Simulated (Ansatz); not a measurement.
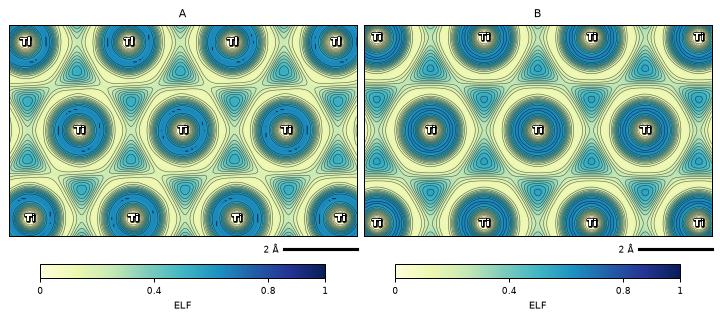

Ti. The electron localisation function of two cells that differ in size and shape, on the (111) plane of each (indices in the axes of the calculation cell), at one length scale and on one colour scale: B has 18.3 Å³ an atom and A 16.0.

Level of theory: DFT r2SCAN, scalar-relativistic, plane waves, PAW in Ansatz 0.2.0.

What changes from the larger cell to the smaller?

From the larger cell to the smaller, Ti–Ti goes from 2.96 to 2.78 Å, and the density at its midpoint from 0.18 to 0.21 e/Å³, the ELF there from 0.25 to 0.20; the pressure goes from −5 to 11 GPa.
